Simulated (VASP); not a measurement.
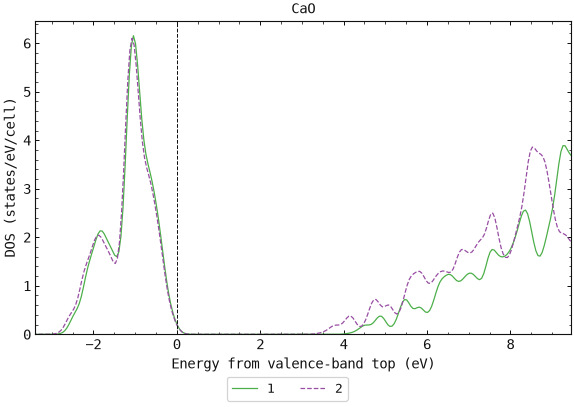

Total densities of states of CaO, space group Fm-3m, 2 atoms in the cell, rocksalt type, by two methods on the same cell. The curves are built from the levels of the k mesh with Gaussians 0.3 eV wide, which also blur the band edges. Each is counted from its own valence-band top.

Which curve is which? The methods: LDA (VASP), r2SCAN (VASP).

1 is r2SCAN (VASP); 2 is LDA (VASP). r2SCAN (VASP) gives a gap of 4.19 eV and LDA (VASP) gives a gap of 3.46 eV.

Settings. r2SCAN (VASP): DFT, r2SCAN, plane waves, PAW, 10×10×10 k mesh, 520 eV cutoff, Gaussian smearing of 0.01 eV (VASP 6.6.1). LDA (VASP): DFT, LDA, plane waves, PAW, 10×10×10 k mesh, 520 eV cutoff, Gaussian smearing of 0.01 eV (VASP 6.6.1).
